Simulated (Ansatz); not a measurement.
## Run report: SnSe$_{2}$, single-point calculation

System: SnSe$_{2}$ (6 atoms in the cell).
Method: DFT PBE+D3(BJ), scalar-relativistic, plane waves, PAW, no spin polarisation (Ansatz 0.2.0).

The structure derives from an entry of the Crystallography Open Database. It belongs to a series of runs on one base structure; here: the relaxed cell repeated 2 times.

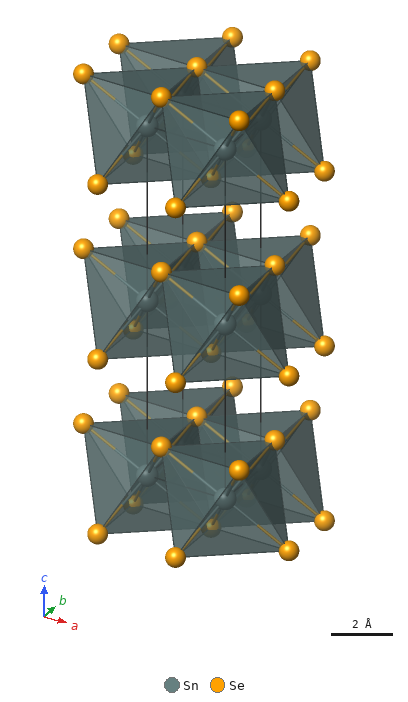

The structure as given in the input (polyhedral view of the cell of the calculation, seen slightly off an axis; polyhedra are completed across the faces of the cell). An atom can appear more than once, as a periodic image.

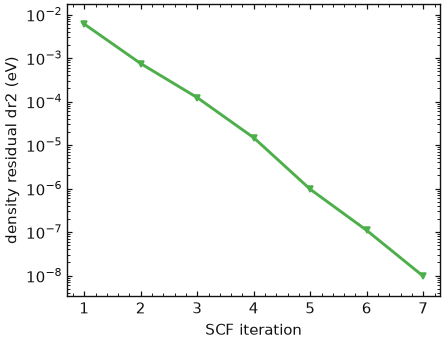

Convergence of the self-consistent field: density residual dr2 against the SCF iteration. The residual falls at every step.

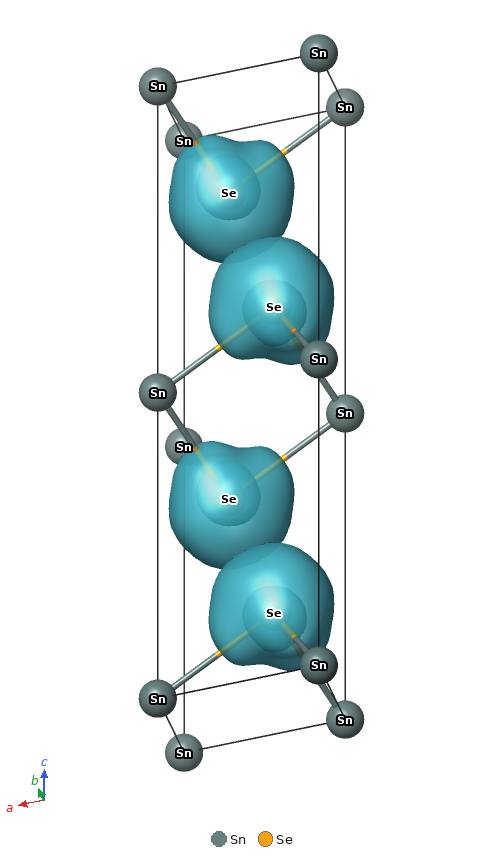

Isosurface of the ELF at 0.7 (cyan), seen at an oblique angle. Core shells and regions of very low density are left out. Sticks mark near contacts. The outline is the calculation cell. Profiles from the grid: Sn–Se (2.73 Å): the ELF is about 0.60 at the midpoint. In a PAW calculation such maps are meaningful between the atoms, not at the nuclei.

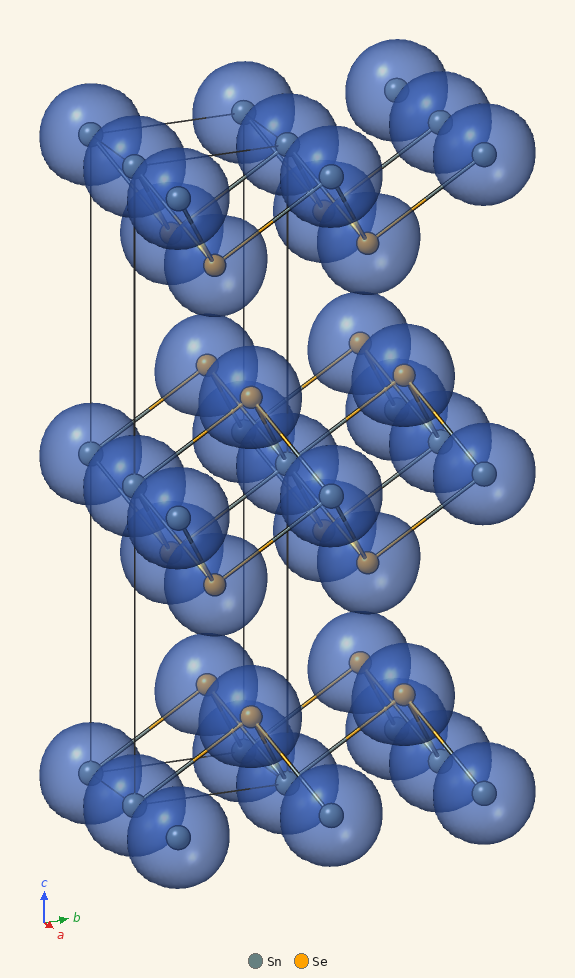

Isosurface of the valence electron density at 0.6 e/Å³ (blue), seen slightly off an axis. Sticks mark near contacts. The outline is the calculation cell. At this value the density breaks into separate islands; it holds about 75 % of the electrons treated as valence (semicore included). It is pinched off along the Sn–Se (2.73 Å) contacts. On the grid the lowest density along these lines, outside the cores, is 0.37 e/Å³ (Sn–Se, 2.73 Å).

The input and output of the run follow.

Input:
```yaml
crystal:
  lattice:
    - [3.8390485975, 0.0, 0.0]
    - [-1.9195242987, 3.3247136118, 0.0]
    - [0.0, 0.0, 12.0232621358]
  atoms:
    - { symbol: Sn, position: [0.0, 0.0, 0.0] }
    - { symbol: Sn, position: [0.0, 0.0, 0.5] }
    - { symbol: Se, position: [0.3333333333, 0.6666666667, 0.1325764989] }
    - { symbol: Se, position: [0.3333333333, 0.6666666667, 0.6325764989] }
    - { symbol: Se, position: [0.6666666667, 0.3333333333, 0.3674235011] }
    - { symbol: Se, position: [0.6666666667, 0.3333333333, 0.8674235011] }
basis:
  ecutwfc: 420
kpoints:
  mp_grid: { grid: [6, 6, 2] }
hamiltonian:
  xc: pbe
  dispersion: d3bj
scf:
  occupations: { method: gaussian, width: 0.03 }
output:
  forces: true
  stress: true
  eigenvalues: true
  write_density: true
  write_potential: true
  elf: true
  volumetric_format: npy
```

Launch command:
```bash
ansatz run input.yaml --threads 2 --pin off --max-ram 5120MiB --backend cpu --events-out ev --progress --plain --runs-dir out
```

Log:
```
Engine: ansatz 0.2.0, aarch64-unknown-linux-gnu
Pseudopotentials: kind: paw
Pseudopotential: Sn, paw, valence charge 14, recommended cutoff 420 eV (normal), Sn.paw.azcp
Pseudopotential: Se, paw, valence charge 16, recommended cutoff 420 eV (normal), Se.paw.azcp
Functional definition: PBE
  parameter kappa = 0.804
  parameter beta = 0.06672455060314922
  exchange = pbe_x(kappa = kappa, mu = beta*pi^2/3)
  correlation = pbe_c(beta = beta)
Crystal: 6 atoms, lattice volume = 153.462 Å³
Basis set: ecut = 420 eV, 2993 PW (Γ), exchange–correlation on 54×54×162 points (8 copies of the dense FFT grid, shifted against one another)
Bands: 56, of which v1, the nominal top of the filled ones, is band 46 counted from 1 (45 counted from 0)
Symmetry: 24 space group operations
Space group: P-3m1 (ITA 164), of the structure as read, at distance tolerance 5.4e-5 Å
k-points: 14 of 72
Non-local potential: Sn, projectors of the file, l = 0: 2, l = 1: 2, l = 2: 2, l = 3: 2
Non-local potential: Se, projectors of the file, l = 0: 2, l = 1: 2, l = 2: 3, l = 3: 1
PAW form: soft (Blöchl's): semilocal exchange-correlation on the pseudo side does not see the compensation charge
PAW one-centre angular grid: Sn, 590 points (default); XC on 64 Gauss nodes
PAW one-centre angular grid: Se, 590 points (default); XC on 64 Gauss nodes
Initial density: superposition of atomic densities (neutral atoms: chi_scale 0, normalization atom), corrected by the library's trained network
Initial wavefunctions: pseudopotential atomic-orbital guess
Functional: x = pbe(κ = 0.804, μ = 0.2195149727645171), c = pbe(β = 0.06672455060314922)
SCF iter   1: F=—  HF=-33928.824763 eV  |F-HF|=—  |Δ(HF+E_count)|=         —  Δρ=1.74e-3  dr2=6.03e-3  ethr=1.77e-3  ⟨swp⟩=6.4  Hψ=3010  notcnv=0  defer=4
preconditioner: auto → Resta (q_TF=auto, 2.505 Å⁻¹)  ε∞=2.8  [insulator: Δε(μ)=0.657 eV  Ē_g=16.014 eV  σ=0.030 eV  W_gap=1.00  n_scr=50 (ndim 8)  ℏωp=21.6 eV  f_vac=0.046  D(μ)=0.00/eV (n_scr^D=0)  ε∞_Penn≈2.8]
SCF iter   2: F=—  HF=-33928.822412 eV  |F-HF|=—  |Δ(HF+E_count)|=   2.35e-3  Δρ=7.72e-4  dr2=7.45e-4  ethr=6.56e-6  ⟨swp⟩=2.0  Hψ=1611  notcnv=0  defer=48
SCF iter   3: F=—  HF=-33928.822576 eV  |F-HF|=—  |Δ(HF+E_count)|=   1.64e-4  Δρ=3.41e-4  dr2=1.23e-4  ethr=8.10e-7  ⟨swp⟩=2.0  Hψ=1378  notcnv=0  defer=48
SCF iter   4: F=—  HF=-33928.822637 eV  |F-HF|=—  |Δ(HF+E_count)|=   6.15e-5  Δρ=1.12e-4  dr2=1.47e-5  ethr=1.33e-7  ⟨swp⟩=2.0  Hψ=944  notcnv=0  defer=48
SCF iter   5: F=—  HF=-33928.822638 eV  |F-HF|=—  |Δ(HF+E_count)|=   3.60e-7  Δρ=2.24e-5  dr2=9.62e-7  ethr=1.59e-8  ⟨swp⟩=2.0  Hψ=958  notcnv=0  defer=48
SCF iter   6: F=—  HF=-33928.822639 eV  |F-HF|=—  |Δ(HF+E_count)|=   1.23e-6  Δρ=7.45e-6  dr2=1.09e-7  ethr=1.05e-9  ⟨swp⟩=2.0  Hψ=1367  notcnv=0  defer=48
SCF iter   7: F=-33928.822639 eV  HF=-33928.822639 eV  |F-HF|=1.92e-8  |Δ(HF+E_count)|=   1.99e-7  Δρ=2.65e-6  dr2=9.65e-9  ethr=1.09e-10  ⟨swp⟩=13.8  Hψ=5371  notcnv=0
SCF 1 converged in 7 iterations: F = -33928.822639 eV  dr2 = 9.65e-9
  greatest PAW one-centre occupation: 1.000 electrons in one spin orbital (limit 2), on the Se atom at site 5 (counted from 0), in its partial waves of l = 2
SCF converged after 7 iterations
Free energy (F): -33928.822639 eV
Harris-Foulkes:  -33928.822639 eV  (|F-HF|=1.92e-8)
Internal energy: -33928.822639 eV  (E = F + TS)
E sigma→0 (E₀):  -33928.822639 eV
Fermi energy:    8.629959 eV
--- Per-component energies (eV) ---
  E_band       = -1703.535684
  E_kinetic    = 848.952915
  E_local      = -11723.563085  (includes V_loc(G=0)·N_el)
  E_nonlocal   = -2444.722819
  E_hartree    = 6023.818768
  E_xc         = -1179.448789
  E_vxc        = -582.352746  (∫ρ·V_xc dr)
  E_paw        = -15927.242275  (= ΣΔE_a)
  E_vpaw       = 150.514827  (= ΣTr[D̂ρ^β])
  E_aug_tail   = -0.002406  (compensation charges beyond the density's cutoff)
  E_ewald      = -9524.430863
  E_disp       = -2.184084  (pairwise vdW)
  E_smearing   = -0.000000  (= −TS)
  E_closure    = -0.000000  (closes the sum)
  Σ components = -33928.822639   (vs F -33928.822639, Δ=0.00e0)
--- Forces (eV/Å), atoms counted from 1 ---
  atom   1  Sn     0.00000000     0.00000000     0.00000000
  atom   2  Sn     0.00000000     0.00000000     0.00000000
  atom   3  Se    -0.00000000     0.00000000    -0.01352685
  atom   4  Se    -0.00000000     0.00000000    -0.01352685
  atom   5  Se     0.00000000    -0.00000000     0.01352685
  atom   6  Se     0.00000000    -0.00000000     0.01352685
  max |Σ_I F_I| component: 1.39e-17 eV/Å
--- Stress (GPa, compression-positive) ---
        0.094533      -0.000000      -0.000000
       -0.000000       0.094533       0.000000
       -0.000000       0.000000      -0.087083
  P = ⅓ Tr σ = 0.0340 GPa (0.340 kbar)
--- Band table (eV; the first three rows and the last of 14) ---
  k-point 0: bands = ["-38.5937", "-38.5937", "-38.5937", "-38.5937", "-38.5937", "-38.5937", "-38.5936", "-38.5936", "-38.5751", "-38.5751", "-38.5749", "-38.5749", "-38.5747", "-38.5747", "-38.5744", "-38.5744", "-38.5674", "-38.5674", "-38.5673", "-38.5672", "-13.0055", "-13.0055", "-13.0055", "-13.0055", "-12.9733", "-12.9732", "-12.9615", "-12.9615", "-12.9614", "-12.9614", "-5.5435", "-5.2472", "-4.3710", "-3.8441", "1.9016", "3.0126", "5.9475", "7.5100", "7.5100", "7.6764", "7.6764", "7.8426", "7.8426", "8.1039", "8.1039", "8.2706", "9.1009", "10.7900", "11.1717", "11.3184", "12.4976", "12.4976", "12.8812", "12.8812", "15.7647", "16.4733"]
  k-point 1: bands = ["-38.5937", "-38.5937", "-38.5937", "-38.5937", "-38.5937", "-38.5937", "-38.5937", "-38.5937", "-38.5750", "-38.5750", "-38.5750", "-38.5750", "-38.5745", "-38.5745", "-38.5745", "-38.5745", "-38.5674", "-38.5674", "-38.5673", "-38.5673", "-13.0055", "-13.0055", "-13.0055", "-13.0055", "-12.9733", "-12.9733", "-12.9614", "-12.9614", "-12.9614", "-12.9614", "-5.4213", "-5.4213", "-4.0866", "-4.0866", "2.3855", "2.3855", "6.9368", "6.9368", "7.5676", "7.5676", "7.5676", "7.5676", "7.9978", "7.9978", "7.9978", "7.9978", "10.1369", "10.1369", "11.3008", "11.3008", "12.6824", "12.6824", "12.6824", "12.6824", "16.2177", "16.2177"]
  k-point 2: bands = ["-38.5937", "-38.5937", "-38.5936", "-38.5936", "-38.5936", "-38.5936", "-38.5935", "-38.5935", "-38.5751", "-38.5751", "-38.5749", "-38.5749", "-38.5747", "-38.5746", "-38.5745", "-38.5744", "-38.5673", "-38.5673", "-38.5672", "-38.5672", "-13.0159", "-13.0158", "-12.9967", "-12.9967", "-12.9693", "-12.9693", "-12.9646", "-12.9645", "-12.9604", "-12.9604", "-5.2830", "-4.9953", "-4.1779", "-3.6926", "1.9815", "2.6867", "5.6433", "5.8626", "6.4852", "6.6779", "6.8375", "7.0288", "7.1120", "7.9079", "8.1811", "8.3102", "10.2219", "10.3850", "11.9391", "12.3868", "12.8937", "13.2078", "13.2153", "13.6392", "15.1447", "15.3779"]
  k-point 13: bands = ["-38.5934", "-38.5934", "-38.5933", "-38.5933", "-38.5933", "-38.5933", "-38.5933", "-38.5933", "-38.5753", "-38.5753", "-38.5749", "-38.5749", "-38.5749", "-38.5749", "-38.5745", "-38.5745", "-38.5670", "-38.5670", "-38.5670", "-38.5670", "-13.0194", "-13.0194", "-13.0194", "-13.0194", "-12.9613", "-12.9613", "-12.9613", "-12.9613", "-12.9444", "-12.9444", "-3.5635", "-3.5635", "-3.5635", "-3.5635", "1.0292", "1.0292", "4.3651", "4.3651", "4.3651", "4.3651", "4.8023", "4.8023", "7.2288", "7.2288", "7.2288", "7.2288", "9.8213", "9.8213", "13.5424", "13.5424", "13.5424", "13.5424", "14.7166", "14.7166", "16.0427", "16.0427"]
```

Summary:

```json
{"quantity": "outcome", "value": "converged"}
{"quantity": "space group (tolerance 0.01 Å)", "value": "P-3m1 (164)"}
{"quantity": "electrons treated", "value": "92"}
{"quantity": "free energy", "value": "−33928.8226 eV"}
{"quantity": "Fermi energy", "value": "8.630 eV"}
{"quantity": "gap on the k-point mesh", "value": "0.64 eV"}
{"quantity": "pressure", "value": "0.03 GPa"}
{"quantity": "largest force (length of the vector)", "value": "0.014 eV/Å"}
{"quantity": "hardware", "value": "2 threads of Arm Neoverse V2, 24 GiB of memory available, shared host"}
{"quantity": "wall time", "value": "4.2 s (CPU time 8.2 s)"}
{"quantity": "peak memory", "value": "0.47 GiB"}
```
